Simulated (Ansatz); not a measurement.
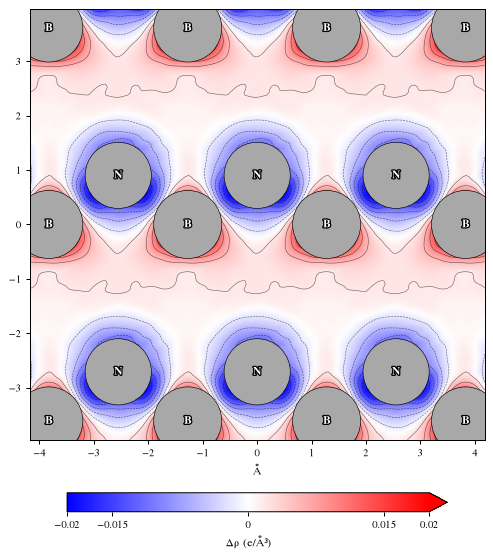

BN. Difference of the valence pseudo-densities of two functionals at the same geometry, on the (011̄) plane of the calculation cell: PBE0 less r2SCAN0.

Both computed with Ansatz (plane waves, PAW), on the same k-point mesh. Grey discs cover the atomic cores.

```
B N
1.0
     0.00000    1.80483    1.80483
     1.80483    0.00000    1.80483
     1.80483    1.80483    0.00000
B N
1 1
Direct
  0.00000 0.00000 0.00000
  0.25000 0.25000 0.25000
```

**Where does the change of functional move the electrons?**

Against r2SCAN0, PBE0 gives less density around N (−0.008 e/Å³ on average at 0.8 Å from the nucleus) and a change of −0.011 e/Å³ at the midpoint of B–N.
